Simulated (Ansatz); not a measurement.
**Single-point calculation, with input and output: PtSe₂ (part 2 of 3)**

PtSe₂ (P-3m1, 3 atoms in the cell); DFT PBE+U, scalar-relativistic, plane waves, PAW, Ueff = 8 eV on Pt atom 1 d, spin-polarised (Ansatz 0.2.0); cutoff 420 eV, 6×6×4 k-mesh, Gaussian smearing of 0.05 eV, collinear spins. The structure derives from an entry of the Crystallography Open Database. It belongs to a series of runs on one base structure; here: random orbitals: random, high filling.

Geometry of the input (Å; fractional positions):
```
3.7240  0.0000  0.0000
-1.8620  3.2251  0.0000
0.0000  0.0000  5.0620
Pt 0.0000  0.0000  0.0000
Se 0.3333  0.6667  0.2500
Se 0.6667  0.3333  0.7500
```

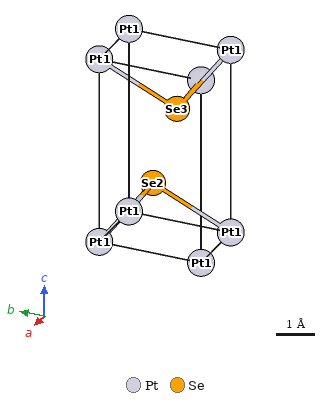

The structure (ball-and-stick view of the cell of the calculation, seen at an oblique angle; atoms are numbered from 1 in the order of the input).

The program's output, continued
```
SCF iter   1: F=—  HF=-23452.316268 eV  |F-HF|=—  |Δ(HF+E_count)|=         —  Δρ=1.01e-1 (↑1.01e-1 ↓7.28e-2)  dr2=2.23e1  dr2_m=1.58e0  M=3.948 μB ∫|m|=3.962 μB  β_m=0.30  ethr=3.10e-3  ⟨swp⟩=6.2  Hψ=19793  notcnv=0
preconditioner: auto → Kerker (q_TF=auto, 2.641 Å⁻¹)  [metal: Δε(μ)=0.015 eV  Ē_g=12.985 eV  σ=0.050 eV  W_gap=0.17  n_scr=22 (ndim 8)  ℏωp=22.3 eV  f_vac=0.017  D(μ)=0.40/eV (n_scr^D=0)]
spin=Collinear: Kerker preconditioning applied to the charge; magnetization (m = ρ↑ − ρ↓) channel mixes plain (no charge-response kernel on spin).
SCF iter   2: F=—  HF=-23449.229050 eV  |F-HF|=—  |Δ(HF+E_count)|=    3.09e0  Δρ=6.99e-2 (↑6.99e-2 ↓4.46e-2)  dr2=6.08e0  dr2_m=1.16e0  M=2.989 μB ∫|m|=3.011 μB  β_m=0.30  ethr=3.10e-3  ⟨swp⟩=2.6  Hψ=9811  notcnv=0  defer=440
SCF iter   3: F=—  HF=-23448.833089 eV  |F-HF|=—  |Δ(HF+E_count)|=   3.96e-1  Δρ=8.16e-2 (↑4.69e-2 ↓8.16e-2)  dr2=1.64e0  dr2_m=2.15e0  M=1.164 μB ∫|m|=1.651 μB  β_m=0.30  ethr=3.10e-3  ⟨swp⟩=2.8  Hψ=8553  notcnv=0  defer=413
SCF iter   4: F=—  HF=-23449.041022 eV  |F-HF|=—  |Δ(HF+E_count)|=   2.08e-1  Δρ=3.91e-2 (↑3.91e-2 ↓2.59e-2)  dr2=8.50e-1  dr2_m=4.90e-1  M=1.873 μB ∫|m|=2.168 μB  β_m=0.30  ethr=3.10e-3  ⟨swp⟩=2.2  Hψ=7745  notcnv=0  defer=365
SCF iter   5: F=—  HF=-23449.019826 eV  |F-HF|=—  |Δ(HF+E_count)|=   2.12e-2  Δρ=2.95e-2 (↑2.95e-2 ↓1.95e-2)  dr2=2.05e-1  dr2_m=3.21e-1  M=1.724 μB ∫|m|=2.035 μB  β_m=0.30  ethr=1.70e-3  ⟨swp⟩=2.0  Hψ=6376  notcnv=0  defer=387
SCF iter   6: F=—  HF=-23449.050041 eV  |F-HF|=—  |Δ(HF+E_count)|=   3.02e-2  Δρ=2.74e-2 (↑2.19e-2 ↓2.74e-2)  dr2=6.83e-2  dr2_m=3.32e-1  M=1.293 μB ∫|m|=1.831 μB  β_m=0.30  ethr=4.11e-4  ⟨swp⟩=2.0  Hψ=6058  notcnv=0  defer=397
Mixer restart at iter 6: flushing history
spin-set hold released at iteration 6 (site moments contracting): the magnetisation degrees of freedom join the quasi-Newton model from the next iteration; the mixer history was flushed
SCF iter   7: F=—  HF=-23449.093615 eV  |F-HF|=—  |Δ(HF+E_count)|=   4.36e-2  Δρ=2.02e-2 (↑1.61e-2 ↓2.02e-2)  dr2=4.51e-2  dr2_m=1.79e-1  M=1.244 μB ∫|m|=1.827 μB  β_m=0.65  ethr=1.37e-4  ⟨swp⟩=1.6  Hψ=5783  notcnv=0  defer=376
SCF iter   8: F=—  HF=-23449.142196 eV  |F-HF|=—  |Δ(HF+E_count)|=   4.86e-2  Δρ=2.79e-3 (↑1.05e-3 ↓2.79e-3)  dr2=5.30e-3  dr2_m=1.24e-3  M=1.187 μB ∫|m|=1.853 μB  β_m=0.75  ethr=9.01e-5  ⟨swp⟩=2.1  Hψ=7559  notcnv=0  defer=400
SCF iter   9: F=—  HF=-23449.141815 eV  |F-HF|=—  |Δ(HF+E_count)|=   3.81e-4  Δρ=7.53e-4 (↑3.89e-4 ↓7.53e-4)  dr2=1.10e-3  dr2_m=9.18e-5  M=1.173 μB ∫|m|=1.838 μB  β_m=0.74  ethr=1.06e-5  ⟨swp⟩=2.0  Hψ=8084  notcnv=0  defer=400
SCF iter  10: F=—  HF=-23449.141728 eV  |F-HF|=—  |Δ(HF+E_count)|=   8.78e-5  Δρ=4.02e-4 (↑1.91e-4 ↓4.02e-4)  dr2=3.46e-4  dr2_m=2.32e-5  M=1.176 μB ∫|m|=1.842 μB  β_m=0.87  ethr=2.20e-6  ⟨swp⟩=1.0  Hψ=4615  notcnv=0  defer=400
SCF iter  11: F=—  HF=-23449.141709 eV  |F-HF|=—  |Δ(HF+E_count)|=   1.82e-5  Δρ=1.11e-4 (↑6.82e-5 ↓1.11e-4)  dr2=4.03e-5  dr2_m=1.28e-6  M=1.177 μB ∫|m|=1.846 μB  β_m=0.76  ethr=6.93e-7  ⟨swp⟩=1.9  Hψ=7172  notcnv=0  defer=400
SCF iter  12: F=—  HF=-23449.141696 eV  |F-HF|=—  |Δ(HF+E_count)|=   1.34e-5  Δρ=3.15e-5 (↑2.66e-5 ↓3.15e-5)  dr2=2.72e-6  dr2_m=6.66e-8  M=1.179 μB ∫|m|=1.847 μB  β_m=0.88  ethr=8.06e-8  ⟨swp⟩=2.0  Hψ=7759  notcnv=0  defer=400
SCF iter  13: F=—  HF=-23449.141697 eV  |F-HF|=—  |Δ(HF+E_count)|=   1.11e-6  Δρ=9.25e-6 (↑7.84e-6 ↓9.25e-6)  dr2=2.22e-7  dr2_m=7.09e-9  M=1.179 μB ∫|m|=1.848 μB  β_m=0.94  ethr=5.43e-9  ⟨swp⟩=2.0  Hψ=6221  notcnv=0  defer=400
SCF iter  14: F=—  HF=-23449.141697 eV  |F-HF|=—  |Δ(HF+E_count)|=   1.32e-7  Δρ=1.75e-6 (↑1.43e-6 ↓1.75e-6)  dr2=5.33e-9  dr2_m=3.13e-10  M=1.179 μB ∫|m|=1.848 μB  β_m=0.94  ethr=4.45e-10  ⟨swp⟩=2.0  Hψ=6263  notcnv=0  defer=400
Mixer restart at iter 14: flushing history
SCF iter  15: F=—  HF=-23449.144610 eV  |F-HF|=—  |Δ(HF+E_count)|=         —  Δρ=3.67e-5 (↑1.08e-5 ↓3.67e-5)  dr2=1.85e-6  dr2_m=2.06e-7  M=1.178 μB ∫|m|=1.847 μB  β_m=0.94  ethr=1.07e-11  ⟨swp⟩=3.0  Hψ=10075  notcnv=0  defer=400
SCF iter  16: F=—  HF=-23458.187523 eV  |F-HF|=—  |Δ(HF+E_count)|=    9.04e0  Δρ=5.53e-2 (↑1.20e-2 ↓5.53e-2)  dr2=3.55e0  dr2_m=4.85e-1  M=0.184 μB ∫|m|=0.838 μB  β_m=0.02  ethr=1.07e-11  ⟨swp⟩=6.5  Hψ=17807  notcnv=0  defer=400
SCF iter  17: F=—  HF=-23458.197138 eV  |F-HF|=—  |Δ(HF+E_count)|=   9.62e-3  Δρ=5.45e-2 (↑1.19e-2 ↓5.45e-2)  dr2=3.44e0  dr2_m=4.73e-1  M=0.183 μB ∫|m|=0.834 μB  β_m=0.01  ethr=1.07e-11  ⟨swp⟩=5.1  Hψ=18419  notcnv=0  defer=398
SCF iter  18: F=—  HF=-23458.174804 eV  |F-HF|=—  |Δ(HF+E_count)|=   2.23e-2  Δρ=5.37e-2 (↑1.18e-2 ↓5.37e-2)  dr2=3.34e0  dr2_m=4.60e-1  M=0.183 μB ∫|m|=0.834 μB  β_m=0.01  ethr=1.07e-11  ⟨swp⟩=5.0  Hψ=16262  notcnv=0  defer=398
SCF iter  19: F=—  HF=-23458.103527 eV  |F-HF|=—  |Δ(HF+E_count)|=   7.13e-2  Δρ=5.16e-2 (↑1.17e-2 ↓5.16e-2)  dr2=3.06e0  dr2_m=4.35e-1  M=0.182 μB ∫|m|=0.845 μB  β_m=0.03  ethr=1.07e-11  ⟨swp⟩=5.9  Hψ=20524  notcnv=0  defer=397
SCF iter  20: F=—  HF=-23458.040009 eV  |F-HF|=—  |Δ(HF+E_count)|=   6.35e-2  Δρ=5.01e-2 (↑1.32e-2 ↓5.01e-2)  dr2=2.90e0  dr2_m=4.35e-1  M=0.185 μB ∫|m|=0.800 μB  β_m=0.04  ethr=1.07e-11  ⟨swp⟩=6.0  Hψ=22166  notcnv=0  defer=413
SCF iter  21: F=—  HF=-23458.070959 eV  |F-HF|=—  |Δ(HF+E_count)|=   3.10e-2  Δρ=3.52e-2 (↑1.16e-2 ↓3.52e-2)  dr2=1.43e0  dr2_m=2.37e-1  M=0.172 μB ∫|m|=0.724 μB  β_m=0.05  ethr=1.07e-11  ⟨swp⟩=6.6  Hψ=24169  notcnv=0  defer=413
SCF iter  22: F=—  HF=-23458.419430 eV  |F-HF|=—  |Δ(HF+E_count)|=   3.48e-1  Δρ=1.96e-2 (↑8.27e-3 ↓1.96e-2)  dr2=4.09e-1  dr2_m=8.65e-2  M=0.098 μB ∫|m|=0.601 μB  β_m=0.10  ethr=1.07e-11  ⟨swp⟩=6.9  Hψ=24057  notcnv=0  defer=448
SCF iter  23: F=—  HF=-23458.688992 eV  |F-HF|=—  |Δ(HF+E_count)|=   2.70e-1  Δρ=6.06e-3 (↑6.06e-3 ↓2.86e-3)  dr2=2.62e-2  dr2_m=7.24e-3  M=0.039 μB ∫|m|=0.365 μB  β_m=0.55  ethr=1.07e-11  ⟨swp⟩=6.8  Hψ=24476  notcnv=0  defer=448
SCF iter  24: F=—  HF=-23458.704194 eV  |F-HF|=—  |Δ(HF+E_count)|=   1.52e-2  Δρ=3.63e-3 (↑3.63e-3 ↓3.28e-3)  dr2=4.48e-3  dr2_m=5.75e-3  M=0.043 μB ∫|m|=0.298 μB  β_m=0.78  ethr=1.07e-11  ⟨swp⟩=5.6  Hψ=21495  notcnv=0  defer=446
SCF iter  25: F=—  HF=-23458.726686 eV  |F-HF|=—  |Δ(HF+E_count)|=   2.25e-2  Δρ=1.98e-3 (↑1.92e-3 ↓1.98e-3)  dr2=1.21e-3  dr2_m=1.94e-3  M=0.045 μB ∫|m|=0.172 μB  β_m=0.76  ethr=1.07e-11  ⟨swp⟩=6.0  Hψ=20847  notcnv=0  defer=446
SCF iter  26: F=—  HF=-23458.735154 eV  |F-HF|=—  |Δ(HF+E_count)|=   8.47e-3  Δρ=1.05e-3 (↑1.05e-3 ↓7.41e-4)  dr2=3.35e-4  dr2_m=4.09e-4  M=0.030 μB ∫|m|=0.074 μB  β_m=0.87  ethr=1.07e-11  ⟨swp⟩=5.5  Hψ=20666  notcnv=0  defer=442
SCF iter  27: F=—  HF=-23458.737276 eV  |F-HF|=—  |Δ(HF+E_count)|=   2.12e-3  Δρ=4.33e-4 (↑4.33e-4 ↓2.52e-4)  dr2=2.24e-4  dr2_m=4.06e-5  M=0.016 μB ∫|m|=0.023 μB  β_m=0.94  ethr=1.07e-11  ⟨swp⟩=5.3  Hψ=18276  notcnv=0  defer=442
SCF iter  28: F=—  HF=-23458.737399 eV  |F-HF|=—  |Δ(HF+E_count)|=   1.24e-4  Δρ=1.59e-4 (↑1.05e-4 ↓1.59e-4)  dr2=1.31e-5  dr2_m=7.37e-6  M=0.008 μB ∫|m|=0.011 μB  β_m=0.97  ethr=1.07e-11  ⟨swp⟩=4.8  Hψ=15004  notcnv=0  defer=442
SCF iter  29: F=—  HF=-23458.737434 eV  |F-HF|=—  |Δ(HF+E_count)|=   3.47e-5  Δρ=4.60e-5 (↑4.60e-5 ↓4.01e-5)  dr2=3.67e-6  dr2_m=6.45e-7  M=0.003 μB ∫|m|=0.003 μB  β_m=0.98  ethr=1.07e-11  ⟨swp⟩=4.0  Hψ=13816  notcnv=0  defer=442
SCF iter  30: F=—  HF=-23458.737437 eV  |F-HF|=—  |Δ(HF+E_count)|=   2.67e-6  Δρ=1.84e-5 (↑1.84e-5 ↓1.05e-5)  dr2=4.91e-7  dr2_m=7.83e-8  M=0.001 μB ∫|m|=0.001 μB  β_m=0.99  ethr=1.07e-11  ⟨swp⟩=4.1  Hψ=12886  notcnv=0  defer=442
iter 31 did not close the SCF: its close was put off for a magnetic moment that had not settled (scf_convergence_deferred on its scf_iter line)
SCF iter  31: F=-23458.737437 eV  HF=-23458.737437 eV  |F-HF|=4.06e-9  |Δ(HF+E_count)|=   3.19e-7  Δρ=2.38e-6 (↑2.19e-6 ↓2.38e-6)  dr2=2.14e-8  dr2_m=5.74e-10  M=-0.000 μB ∫|m|=0.000 μB  β_m=1.00  ethr=1.07e-11  ⟨swp⟩=10.2  Hψ=32972  notcnv=0
iter 32 did not close the SCF: its close was put off for a magnetic moment that had not settled (scf_convergence_deferred on its scf_iter line)
SCF iter  32: F=-23458.737437 eV  HF=-23458.737437 eV  |F-HF|=8.91e-10  |Δ(HF+E_count)|=   1.05e-8  Δρ=1.02e-6 (↑8.10e-7 ↓1.02e-6)  dr2=3.64e-9  dr2_m=1.49e-10  M=-0.000 μB ∫|m|=0.000 μB  β_m=1.00  ethr=1.07e-11  ⟨swp⟩=4.8  Hψ=23562  notcnv=0
SCF iter  33: F=-23458.737437 eV  HF=-23458.737437 eV  |F-HF|=5.09e-11  |Δ(HF+E_count)|=   1.92e-9  Δρ=3.98e-7 (↑3.98e-7 ↓3.35e-7)  dr2=5.03e-10  dr2_m=1.23e-11  M=-0.000 μB ∫|m|=0.000 μB  ethr=7.29e-12  ⟨swp⟩=4.2  Hψ=22884  notcnv=0
WARN: the starting moments were not kept: the SCF closed with an absolute magnetisation of 8.2e-6 μB, where they sum to 4 μB in size (1 site). That is at most 0.1 of that sum. Measured as dr2_m measures the in/out step, that magnetisation stands 9.9e-12 eV from none, at or under the dr2_threshold of 1.0e-7 eV: it is no larger than a step whose dr2_m would equal this threshold. The system may hold no moment; this SCF shows only that its start led to no more than that. To try another start: raise the starting moments (crystal.atoms[].spin, magnetization.per_species, magnetization.initial_magnetization, or on a non-collinear deck that types none of these the spinor_matrix: blocks that start its atoms; where the total moment is fixed, keep their sum and leave initial_magnetization as it is; typed ones take the place of any that the run laid by itself, positive ones on a crystal's lanthanoids without a Hubbard term where scf.initial_density.shell_occupations: [] is typed) or, if the notice of its spin-set hold's release reads "site moments contracting" or "site moments show no strong build", lengthen the hold (scf.mixing.spin_hold: { on: { confirm: 4 } }; for m-r²SCAN on two components see the key's manual first). Each may lead to a state that holds a moment. A second SCF, from the converged charge density, with the starting moments and any scf.initial_density.shell_occupations laid on it anew, would have followed, and was not run: the deck does not ask for one (magnetization.retry_lost_moments is false, the default). To let it run, set magnetization.retry_lost_moments: true and run the deck again, where that key's refused combinations let it; where memory then withholds it, that run's warning says so.
WARN: hamiltonian.hubbard: on 1 of 2 specified blocks the occupation matrix of this SCF's result fails the test of the specified filling. At site 0 ↓ (sites count from 0 in the list of atoms of the cell that this SCF solves) the least filled combination of the orbitals specified full has occupation 0.939, and the fullest combination of the orbitals specified empty has occupation 0.986; the filling counts as kept where the first is at least 0.75 and exceeds the second by more than 0.25. The state of this SCF's result may not hold the specified filling, though these bounds can also misjudge a state that does. This warning does not say which state is lower in energy, or whether the specified filling is a self-consistent state at all; see hamiltonian.hubbard.sites[].starting_ns, Limitations, and scf.initial_density.shell_occupations in the input reference
SCF 1 converged in 33 iterations: F = -23458.737437 eV  dr2 = 5.03e-10
  greatest PAW one-centre occupation: 1.000 electrons in one spin orbital (limit 2), on the Pt atom at site 0 (counted from 0), in its partial waves of l = 0
SCF converged after 33 iterations
Magnetization: -0.0000 μB (25.0000 up, 25.0000 down)
Absolute magnetization: 0.0000 μB (∫|ρ↑−ρ↓|, with the PAW one-centre terms)
Spin contamination: 0.0000 ħ² per cell (⟨S²⟩ above its minimum at these occupations)
Per-site moments (μB) at R_I (Å): [(-4.2472189698098147e-7, 1.029120625290356), (-2.0106040422667217e-6, 1.029120625290356), (-2.0106040424700003e-6, 1.029120625290356)]
Free energy (F): -23458.737437 eV
Harris-Foulkes:  -23458.737437 eV  (|F-HF|=5.09e-11)
Internal energy: -23458.735644 eV  (E = F + TS)
E sigma→0 (E₀):  -23458.736540 eV
Entropy (-TS):   -0.001793 eV (-0.598 meV/atom)
Fermi energy:    12.923965 eV
--- Per-component energies (eV) ---
  E_band       = -978.153205
  E_kinetic    = 879.939213
  E_local      = -6806.032924  (includes V_loc(G=0)·N_el)
  E_nonlocal   = -987.811551
  E_hartree    = 3161.010987
  E_xc         = -471.451153
  E_vxc        = -500.958660  (∫ρ·V_xc dr)
  E_hubbard    = 3.214628  (on-site DFT+U / exact-exchange correction)
  E_vhub       = -29.480766  (the Hubbard potential's part of the band-sum identity)
  E_paw        = -13279.668531  (= ΣΔE_a)
  E_vpaw       = 144.169635  (= ΣTr[D̂ρ^β])
  E_aug_tail   = -0.000983  (compensation charges beyond the density's cutoff)
  E_ewald      = -5957.935330
  E_smearing   = -0.001793  (= −TS)
  E_closure    = -0.000000  (closes the sum)
  Σ components = -23458.737437   (vs F -23458.737437, Δ=0.00e0)
--- Specified on-site occupations, and those of the state reported ---
  electrons in the specified blocks: 5.9000 specified, 8.9775 found
  site 0 (l=d) ↓: largest change of an orbital's occupation 0.9655; electrons 1.0500 specified, 4.4887 found; spectral distance 1.7255
  site 0 (l=d) ↑: largest change of an orbital's occupation 0.2032; electrons 4.8500 specified, 4.4887 found; spectral distance 0.2885
```
